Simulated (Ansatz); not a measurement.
## Electronic structure of C$_{19}$O (slab) in real space

```
C O
1.0
     7.39800    0.00000    0.00000
    -3.69900    6.40686    0.00000
     0.00000    0.00000   12.00000
C O
19 1
Cartesian
  0.0081 0.0062 0.8530
  1.2402 0.7174 0.8528
  -1.2247 2.1405 0.8524
  0.0083 2.8521 0.8524
  -2.4588 4.2766 0.8524
  -1.2247 4.9890 0.8518
  2.4743 0.0050 0.8524
  3.7074 0.7169 0.8527
  1.2401 2.1413 0.8528
  2.4742 2.8533 0.8530
  0.0084 4.2771 0.8524
  1.2402 4.9884 0.8530
  4.9396 0.0058 0.8530
  6.1732 0.7181 0.8530
  3.7075 2.1418 0.8527
  4.9393 2.8526 0.8524
  2.4742 4.2761 0.8531
  3.7073 4.9879 0.8530
  -1.2924 4.0458 4.0565
  -1.4120 4.9458 4.7356
```

PAW files of the earlier set (soft_1).

The calculation used DFT PBEsol, scalar-relativistic, plane waves, PAW in Ansatz 0.2.0.

In a PAW calculation such maps are meaningful between the atoms, not at the nuclei.

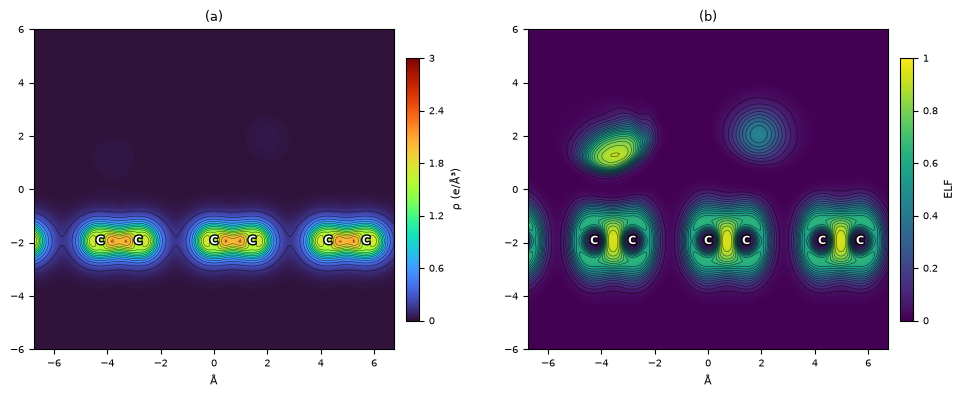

Figure 1. (a) valence electron density; (b) electron localisation function on the (110) plane of the calculation cell, a cut from vacuum to vacuum.

Q: What does the map show?

A: The section cuts through C sites.
C–C (1.42 Å): the density is about 2 e/Å³ at the midpoint; the ELF peaks at about 0.95 between the atoms.
The density dies away to nearly zero in the vacuum.

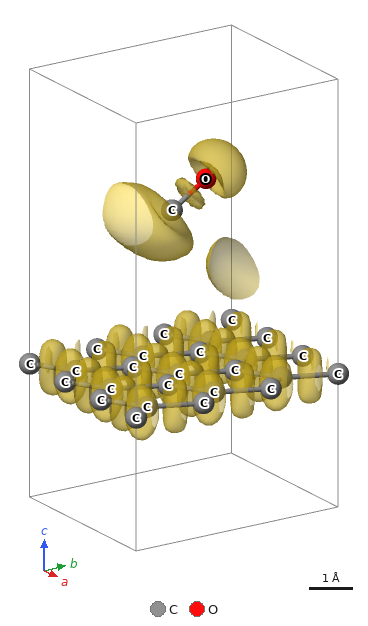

Figure 2. Isosurface of the electron localisation function at 0.8 (yellow), seen slightly off an axis. Only the valence region is drawn (cores and ρ < 0.01 e/Å³ removed). Sticks mark near contacts.

Q: Identify the bonds, lone pairs and shells in this picture.

A: At this value the surface marks out 27 regions between bonded C–C atoms, one region between bonded C–O atoms, one lobe on C, pointing away from the bonds (lone pairs) and one lobe on O, pointing away from the bonds (lone pairs, which may merge into one lobe), counted in one cell of 20 atoms. Counts are for one cell; the picture repeats the cell along the surface. Along the contacts the grid gives the following. C–O (1.13 Å): the ELF peaks at about 0.85 between the atoms.

Q: Does the calculation make it a metal, or give it a gap?

A: It is metallic or semimetallic at this level of theory: no gap opens.
